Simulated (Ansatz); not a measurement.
# Sn3Se: what the fields show

Input

```
crystal:
  lattice:
    - [4.6596124226, 0.0, 0.0]
    - [0.0, 4.6596124226, 0.0]
    - [0.0, 0.0, 4.6596124226]
  atoms:
    - { symbol: Sn, position: [0.0, 0.5, 0.5] }
    - { symbol: Sn, position: [0.5, 0.0, 0.5] }
    - { symbol: Sn, position: [0.5, 0.5, 0.0] }
    - { symbol: Se, position: [0.0, 0.0, 0.0] }
basis:
  ecutwfc: 420
kpoints:
  mp_grid: { grid: [10, 10, 10] }
hamiltonian:
  xc: pbesol
scf:
  occupations: { method: gaussian, width: 0.15 }
output:
  forces: true
  stress: true
  eigenvalues: true
  write_density: true
  write_potential: true
  elf: true
  volumetric_format: npy
```

Launched as:

```sh
ansatz run input.yaml --threads 1 --pin off --max-ram 2560MiB --backend cpu --events-out ev --progress --plain --runs-dir out
```

Below, planes, directions and counts refer to the conventional cell (a = 4.66 Å, b = 4.66 Å, c = 4.66 Å, α = 90.00°, β = 90.00°, γ = 90.00°).

Space group Pm-3m; a structure from a database of computed crystals, not necessarily the ambient phase.

All numbers below come from Ansatz 0.2.0, DFT PBEsol, scalar-relativistic, plane waves, PAW.

Core electrons are frozen (PAW), and the valence fields are smoothed inside the atomic spheres.

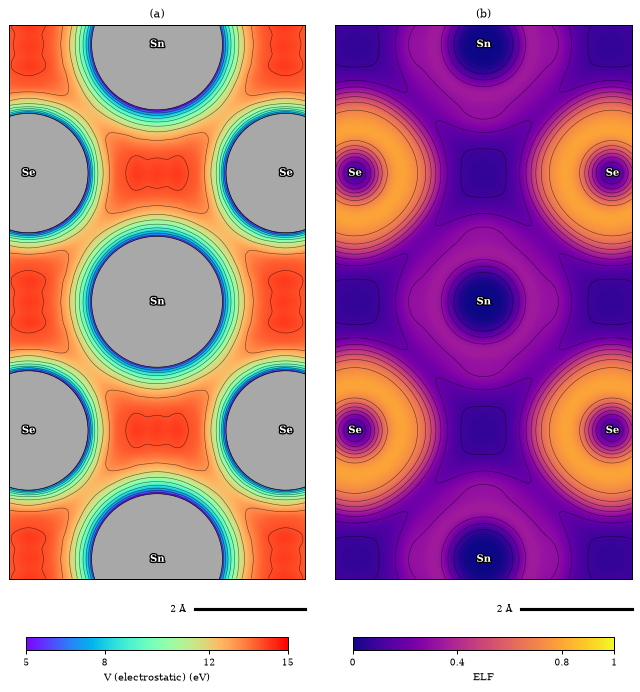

Figure 1. (a) electrostatic potential energy of an electron; (b) electron localisation function on the (100) plane of the conventional cell. Grey discs cover the atomic cores in the potential map.

**Interpret the plot.**

The plane passes through Sn and Se nuclei.
Sn–Se (3.29 Å): the ELF is about 0.20 at the midpoint: no localised pair shows between them.
Outside the cores the potential energy rises away from the atoms and is highest about 2.0 Å from the nearest atoms; its zero is arbitrary.

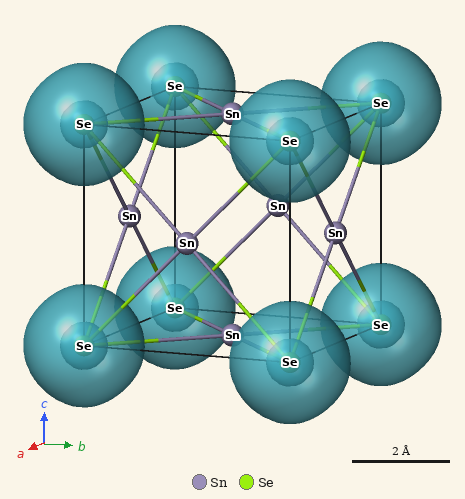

Figure 2. Isosurface of the ELF at 0.6 (cyan), seen slightly off an axis. Core shells and regions of very low density are left out. Sticks mark near contacts.

**Identify the bonds, lone pairs and shells in this picture.**

The surface consists of one region wrapped around Se (its valence shell), counted in one cell of 4 atoms. Any copies at cell faces, edges or corners count once.

**Does the calculation make it a metal, or give it a gap?**

It is metallic or semimetallic at this level of theory: no gap opens.
